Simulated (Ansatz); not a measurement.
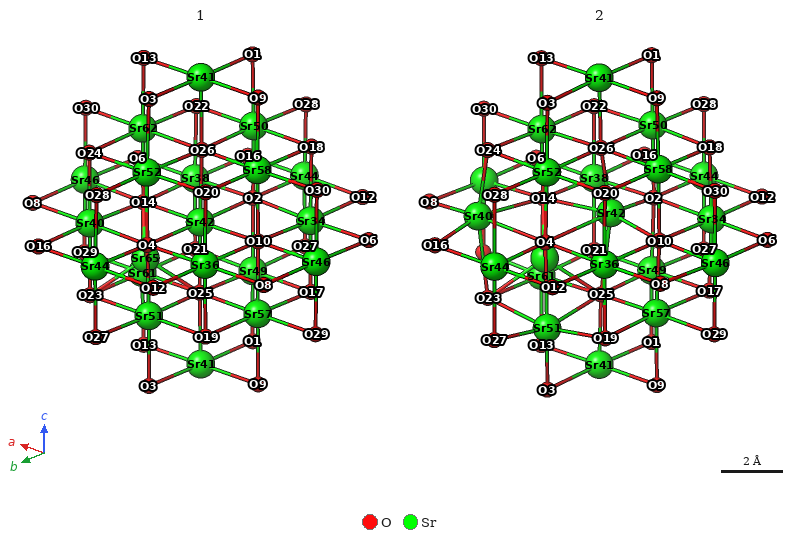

Two geometries of a defect cell of composition O₃₂Sr₃₃ (cell charge −1), drawn at one scale. One is the start of a relaxation, the other its converged end. The picture is a ball-and-stick view of the atoms within 5.8 Å of the atom that moves most (axes of the cell of the calculation (origin shifted)), seen from a free direction.

Method: DFT, PBEsol, PAW, plane waves (Ansatz). (plane-wave cutoff 420 eV; k-point mesh 1 × 1 × 1; mesh shifted by (0.25, 0.25, 0.25); collinear spin; atoms relaxed in a fixed cell; force threshold 0.03 eV/Å; at most 80 steps)

Which geometry has the lower energy?

Answer. Structure 2 is the relaxed one. Sr42 moves most: 0.49 Å along [−1 −1 1]. Largest moves by element: Sr 0.49 Å, O 0.14 Å. The lattice vectors keep their values. Some distances before and after: Sr42–Sr51 3.591 → 4.415 Å, Sr42–Sr65 2.193 → 2.682 Å, Sr61–Sr65 2.218 → 2.686 Å, Sr40–Sr65 2.232 → 2.688 Å. Among the angles between lasting bonds that change: O2–Sr42–O26 87.9° → 101.6°, O21–Sr61–O23 179.1° → 165.7°, O25–Sr61–O29 179.3° → 166.5°. Over 6 geometry steps the energy falls by 7.444 eV per cell of the calculation. The largest force component goes from 6.2 to 0.025 eV/Å. The program noted that the starting moments weren't kept.

Limits of the set-up: the cell is charged, on a uniform background, and energies carry no finite-size correction.
